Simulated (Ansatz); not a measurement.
**P: single-point calculation**

System: P (4 atoms in the cell).
Method: DFT r2SCAN, scalar-relativistic, plane waves, PAW, no spin polarisation (Ansatz 0.2.0).

The structure derives from a Materials Project entry. It belongs to a series of runs on one base structure; here: ratio of the length along z to the lengths across it x 0.8, volume and fractional coordinates fixed. Figures and captions count atoms from 1; the log counts them from 0 in places.

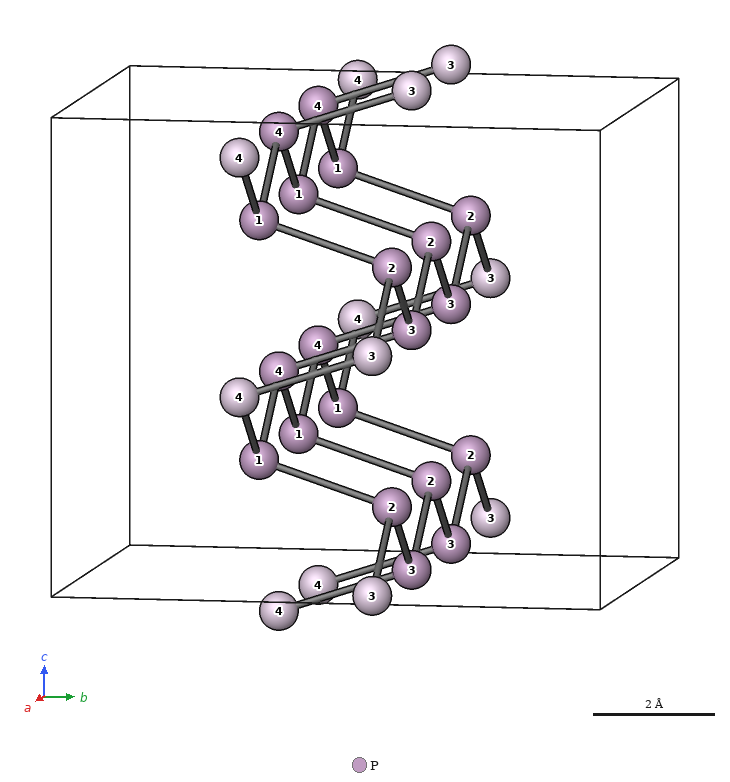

*The input geometry (ball-and-stick view of the 2 × 2 repeat of the cell, with the vacuum cut short, seen slightly off an axis; neighbours outside the cell are drawn fainter; atoms are numbered from 1 in the order of the input). An atom can appear more than once, as a periodic image.*

Near neighbours in the periodic cell (some may lie outside the picture): P has 3 P at 2.17 to 2.35 Å.

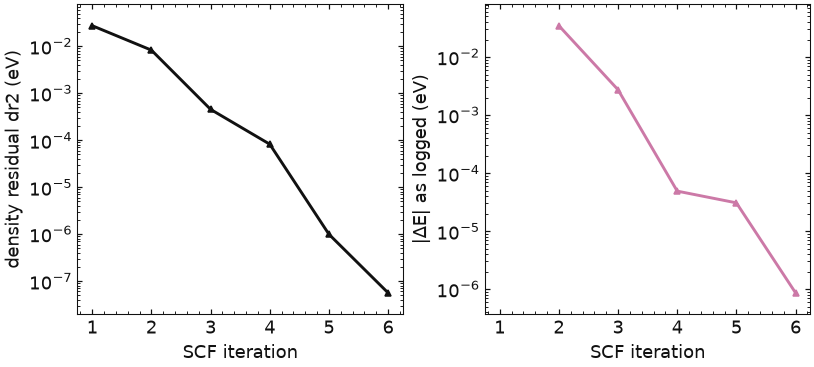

*Convergence of the self-consistent field: density residual dr2 and size of the energy change against the SCF iteration.*

The residual falls at every step.

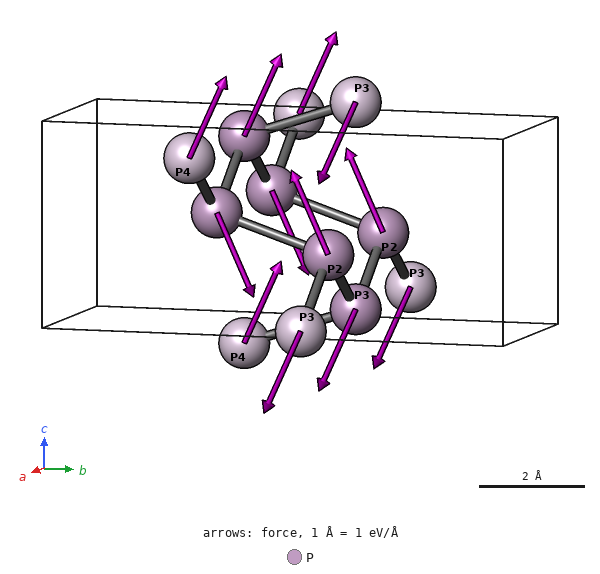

*Forces on the atoms as pink arrows (ball-and-stick view of the cell of the calculation, with the vacuum cut short, seen slightly off an axis; neighbours outside the cell are drawn fainter; atoms are numbered from 1 in the order of the input).*

The largest act on all 4 P atoms (1.79 eV/Å). The geometry is not a stationary point of this energy.

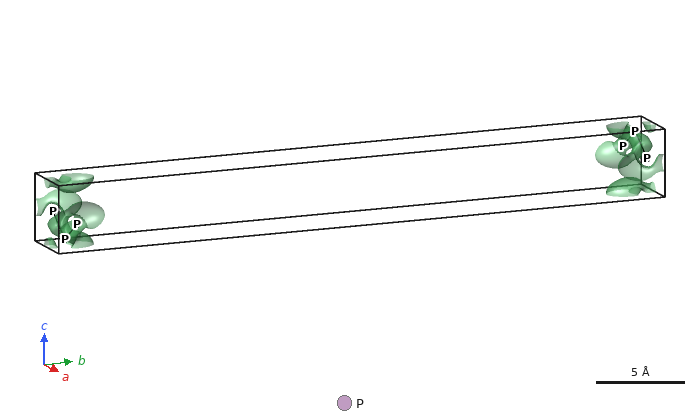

*Isosurface of the ELF at 0.75 (green), seen slightly off an axis. Only the valence region is drawn (cores and ρ < 0.01 e/Å³ removed). Sticks mark near contacts. The outline is the cell set on symmetry axes.*

Profiles from the grid: P–P (2.17 Å): the ELF peaks at about 0.90 between the atoms (localised, shared-pair bonding). Core electrons are frozen (PAW), so the fields are smoothed inside the atomic spheres.

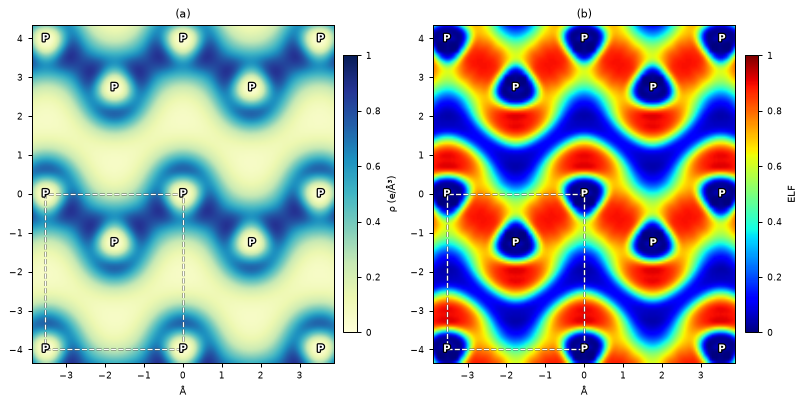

*(a) valence electron density; (b) electron localisation function on the (010) plane of the conventional cell.*

P–P (2.17 Å): the density is about 0.83 e/Å³ at the midpoint, a local maximum along the line; the ELF peaks at about 0.90 between the atoms (a shared electron pair). Away from the nuclei the density in this plane falls to 0.06 e/Å³ at its lowest.

The input and output of the run follow.

Input file:
```yaml
crystal:
  lattice:
    - [3.5372884563, 0.0, 0.0]
    - [0.0, 37.5485983782, 0.0]
    - [0.0, 0.0, 3.9918095946]
  atoms:
    - { symbol: P, position: [0.0, 0.97026143, 0.59215072] }
    - { symbol: P, position: [0.0, 0.02973857, 0.40784928] }
    - { symbol: P, position: [0.5, 0.02973857, 0.09215072] }
    - { symbol: P, position: [0.5, 0.97026143, 0.90784928] }
basis:
  ecutwfc: 500
kpoints:
  mp_grid: { grid: [10, 1, 8] }
hamiltonian:
  xc: r2scan
scf:
  occupations: { method: gaussian, width: 0.05 }
output:
  forces: true
  stress: true
  eigenvalues: true
  write_density: true
  write_potential: true
  elf: true
  volumetric_format: npy
```

Launched with:
```bash
ansatz run input.yaml --threads 1 --pin off --max-ram 2560MiB --backend cpu --events-out ev --progress --plain --runs-dir out
```

What the program printed:
```
Engine: ansatz 0.2.0, x86_64-unknown-linux-gnu
Pseudopotentials: kind: paw
Pseudopotential: P, paw, valence charge 5, recommended cutoff 500 eV (meta_gga), P.paw.azcp
Functional definition: r2SCAN
  parameter k0 = 0.174
  parameter k1 = 0.065
  parameter a1 = 4.9479
  exchange = r2scan_x(k0 = k0, k1 = k1, a1 = a1)
  correlation = r2scan_c
Crystal: 4 atoms, lattice volume = 530.193 Å³
Basis set: ecut = 500 eV, 13503 PW (Γ), exchange–correlation on 108×1152×120 points (64 copies of the dense FFT grid, shifted against one another)
Bands: 14, of which v1, the nominal top of the filled ones, is band 10 counted from 1 (9 counted from 0)
Symmetry: 8 space group operations
Space group: Pmna (ITA 53), of the structure as read, at distance tolerance 8.1e-5 Å
k-points: 30 of 80
Non-local potential: P, projectors of the file, l = 0: 2, l = 1: 2, l = 2: 2
PAW form: soft (Blöchl's): semilocal exchange-correlation on the pseudo side does not see the compensation charge
PAW frozen core: P, regenerated for the run's functional (the file was generated under x = pbe(κ = 0.804, μ = 0.2195149727645171), c = pbe(β = 0.06672455060314922))
PAW one-centre angular grid: P, 302 points (default); XC on 160 Gauss nodes
Initial density: superposition of atomic densities (neutral atoms: chi_scale 0, normalization atom), corrected by the library's trained network
Initial wavefunctions: pseudopotential atomic-orbital guess
Functional: x = r2scan, c = r2scan; τ floored in thin density (d = 2e-4 eV/Å³)
SCF iter   1: F=—  HF=-3035.833522 eV  |F-HF|=—  |Δ(HF+E_count)|=         —  Δρ=2.11e-3  dr2=2.75e-2  dr2_τ=2.99e-2  ethr=1.77e-3  ⟨swp⟩=11.7  Hψ=4002  notcnv=0
preconditioner: auto → LDOS  [insulator: Δε(μ)=0.084 eV  Ē_g=9.389 eV  σ=0.050 eV  W_gap=0.58  n_scr=20 (ndim 8)  ℏωp=7.2 eV  f_vac=0.813  D(μ)=0.81/eV (n_scr^D=6)  ε∞_Penn≈1.6  β→1.0]
SCF iter   2: F=—  HF=-3035.868238 eV  |F-HF|=—  |Δ(HF+E_count)|=   3.47e-2  Δρ=8.76e-4  dr2=8.29e-3  dr2_τ=1.33e-4  ethr=1.38e-4  ⟨swp⟩=3.1  Hψ=1185  notcnv=0
SCF iter   3: F=—  HF=-3035.865509 eV  |F-HF|=—  |Δ(HF+E_count)|=   2.73e-3  Δρ=2.17e-4  dr2=4.54e-4  dr2_τ=6.52e-6  ethr=4.15e-5  ⟨swp⟩=2.1  Hψ=757  notcnv=0
SCF iter   4: F=—  HF=-3035.865460 eV  |F-HF|=—  |Δ(HF+E_count)|=   4.89e-5  Δρ=7.97e-5  dr2=8.22e-5  dr2_τ=1.06e-6  ethr=2.27e-6  ⟨swp⟩=3.2  Hψ=862  notcnv=0
SCF iter   5: F=—  HF=-3035.865429 eV  |F-HF|=—  |Δ(HF+E_count)|=   3.07e-5  Δρ=1.37e-5  dr2=9.92e-7  dr2_τ=4.56e-8  ethr=4.11e-7  ⟨swp⟩=2.0  Hψ=621  notcnv=0
SCF iter   6: F=-3035.865430 eV  HF=-3035.865430 eV  |F-HF|=9.84e-8  |Δ(HF+E_count)|=   8.63e-7  Δρ=3.65e-6  dr2=5.60e-8  dr2_τ=1.86e-9  ethr=5.00e-10  ⟨swp⟩=14.9  Hψ=4379  notcnv=0
SCF 1 converged in 6 iterations: F = -3035.865430 eV  dr2 = 5.60e-8
  greatest PAW one-centre occupation: 0.802 electrons in one spin orbital (limit 2), on the P atom at site 3 (counted from 0), in its partial waves of l = 0
WARN: The output density's exchange-correlation potential varies sharply where the density is thin. Do not read a vacuum level from v_tot or v_xc, or from such a field of the output density. On a cell that repeats whose density bears no net charge and no dipole along the vacuum's axis use v_es (v_loc + v_h of the components); under efield.dipole_correction with no amplitude use v_es + v_field, which holds any external_charges[].barrier, or the levels of the report's work_function block, which leave it out; under a non-zero efield.amplitude the vacuum is tilted and has no level; on a cell that repeats and bears such a dipole with no correction it is tilted too, and efield.dipole_correction with no amplitude gives each side of its ramp a level where efield: is served; in a cell that repeats whose density bears a net charge (total_charge, or a fill off its count) it is curved and has none; of a slab under crystal.periodic whose density bears no net charge use v_es, which has a level on each side, short of where the two are joined; of another it falls or rises all the way out and has none; of a slab beside external_charges read slab_vacuum_level instead, which it has where they leave it neutral. The grid or the basis barely resolves most such structure, and the values can differ between equally converged runs; as a rule a tighter scf.convergence.dr2_threshold does not remove it. Where the density itself ripples (under the LDA too) a higher basis.ecutwfc lessens it. The files hold the spikes' plane waves up to the density's cutoff. Files: v_tot_of_output_density and the like, and their columns of v_z.tsv (output.write_potential); v_xc_of_output_density and the like, and their columns of v_comp_z.tsv (output.write_potential_components). Measured: with its Gaussian average of σ = 0.25 Å subtracted twice, the exchange-correlation potential is over 0.1 eV at 58 of the grid points where the equally averaged density (valence and model cores) is under 1e-3 e/Å³, and 0.155 eV at the most among them, at an averaged density of 9.4e-4 e/Å³. The input density's (outcome.potential() and, of a run that writes arrays, v_tot and v_xc) is over 0.1 eV, so measured, at 622 points of its own thin density, 0.490 eV at the most. See output.write_potential in the manual, Limitations
SCF converged after 6 iterations
Free energy (F): -3035.865430 eV
Harris-Foulkes:  -3035.865430 eV  (|F-HF|=9.84e-8)
Internal energy: -3035.864417 eV  (E = F + TS)
E sigma→0 (E₀):  -3035.864924 eV
Entropy (-TS):   -0.001013 eV (-0.253 meV/atom)
Fermi energy:    -2.828387 eV
--- Per-component energies (eV) ---
  E_band       = -195.829723
  E_kinetic    = 279.207677
  E_local      = -12789.534475  (includes V_loc(G=0)·N_el)
  E_nonlocal   = 132.933170
  E_hartree    = 6229.872510
  E_xc         = -232.141727
  E_vxc        = -259.267633  (∫ρ·V_xc dr)
  E_paw        = -2302.985488  (= ΣΔE_a)
  E_vpaw       = -31.300693  (= ΣTr[D̂ρ^β])
  E_aug_tail   = 0.000002  (compensation charges beyond the density's cutoff)
  E_vtau       = 12.383340  (kinetic-family band-sum trace: ∫τ·v_τ [+ j·A + Jᵃ·Aᵃ] dr)
  E_ewald      = 5647.147284
  E_core_change = -0.363369  (= ΣΔE_core)
  E_smearing   = -0.001013  (= −TS)
  E_closure    = 0.000000  (closes the sum)
  Σ components = -3035.865430   (vs F -3035.865430, Δ=0.00e0)
--- Forces (eV/Å), atoms counted from 1 ---
  atom   1  P      0.00000000     0.74753348    -1.62721426
  atom   2  P      0.00000000    -0.74753348     1.62721426
  atom   3  P      0.00000000    -0.74753348    -1.62721426
  atom   4  P      0.00000000     0.74753348     1.62721426
  max |Σ_I F_I| component: 0.00e0 eV/Å
--- Stress (GPa, compression-positive) ---
       -0.510808       0.000000       0.000000
        0.000000      -1.009038       0.000000
        0.000000       0.000000       1.420182
  P = ⅓ Tr σ = -0.0332 GPa (-0.332 kbar)
--- Band table (eV; the first three rows and the last of 30) ---
  k-point 0: bands = ["-19.1486", "-16.7142", "-11.3070", "-9.2802", "-8.5083", "-7.2739", "-7.1457", "-6.9771", "-4.7564", "-3.1698", "-2.8490", "-2.3917", "-1.8231", "1.2133"]
  k-point 1: bands = ["-19.0434", "-16.7347", "-11.6187", "-9.4782", "-8.4277", "-7.4912", "-6.9873", "-6.8693", "-4.1431", "-3.6888", "-2.6932", "-1.9270", "-1.9268", "0.8059"]
  k-point 2: bands = ["-18.7377", "-16.8548", "-12.1190", "-10.1985", "-8.1993", "-7.5949", "-7.0457", "-6.0172", "-4.5916", "-3.1519", "-2.3594", "-2.3357", "-1.0329", "0.1271"]
  k-point 29: bands = ["-15.7230", "-15.7230", "-14.0654", "-14.0654", "-8.5724", "-8.5724", "-8.3164", "-8.3164", "-4.8869", "-4.8869", "-1.3342", "-1.3342", "2.9694", "2.9694"]
```

Results in brief:

```tsv
quantity	value
outcome	converged
space group (tolerance 0.01 Å)	Pmna (53)
electrons treated	20
free energy	−3035.8654 eV
Fermi energy	−2.828 eV
gap on the k-point mesh	none (metallic)
pressure	−0.03 GPa
largest force (length of the vector)	1.791 eV/Å
hardware	1 thread of Intel Xeon @ 2.50GHz (Skylake/Cascade Lake), 189 GiB of memory available, shared host
wall time	1.7 min
peak memory	1.7 GiB
```

Remarks:

The program warns: the exchange-correlation potential is rough where the density is thin.
